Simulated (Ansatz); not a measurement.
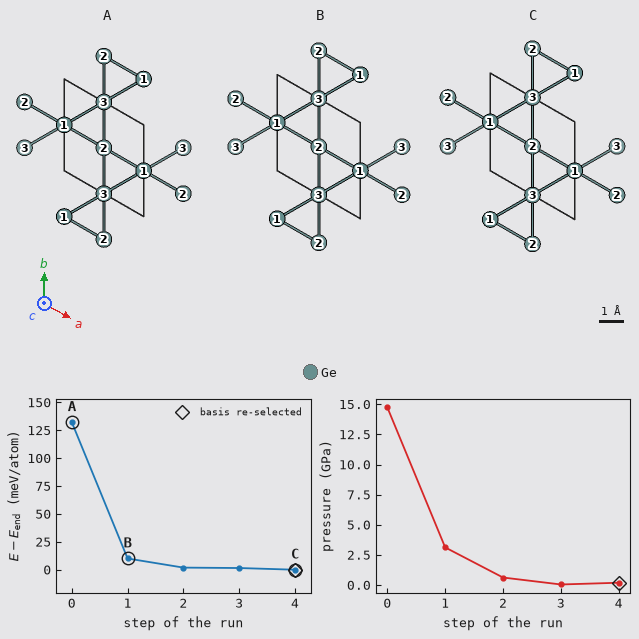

Frames of a relaxation of crystalline Ge (a generated structure, set up in P6_422) (coarse preliminary run), marked on the history of the run. Style: ball-and-stick. Shown: the cell of the calculation, along the c axis.

Theory: DFT PBE, scalar-relativistic, plane waves, PAW in Ansatz. (plane-wave cutoff 420 eV; k-point mesh 6 × 6 × 4; occupations gaussian; smearing width 0.1 eV; no spin polarisation; cell and atoms relaxed; force threshold 0.04 eV/Å; at most 70 steps)

> What happens along the run?

The energy falls by 132 meV per atom in 3 accepted moves (4 points after the start). All forces vanish by symmetry, so only the cell relaxes. The pressure goes from 14.74 to 0.19 GPa. The SCF was repeated once at an unchanged geometry on a basis and grid sized afresh for the cell, which shifted the energy by 1.5 meV per atom at most. No atom moves by more than 0.005 Å relative to the cell. The drawn cell changes as follows: a = b 3.877 → 4.129 Å (+6.5 %), c 4.245 → 4.400 Å (+3.7 %); the volume changes by +17.6 %. Near-neighbour distances that change, for instance: Ge1–Ge2 2.400 → 2.533 Å. The space group stays P6_422 (No. 181). From step 0 to 1: volume +12.6 %, energy −122 meV per atom. From step 1 to 4: volume +4.4 %, energy −10.1 meV per atom.

Limits of the set-up: the k-point mesh is coarse for a cell with partly filled bands.
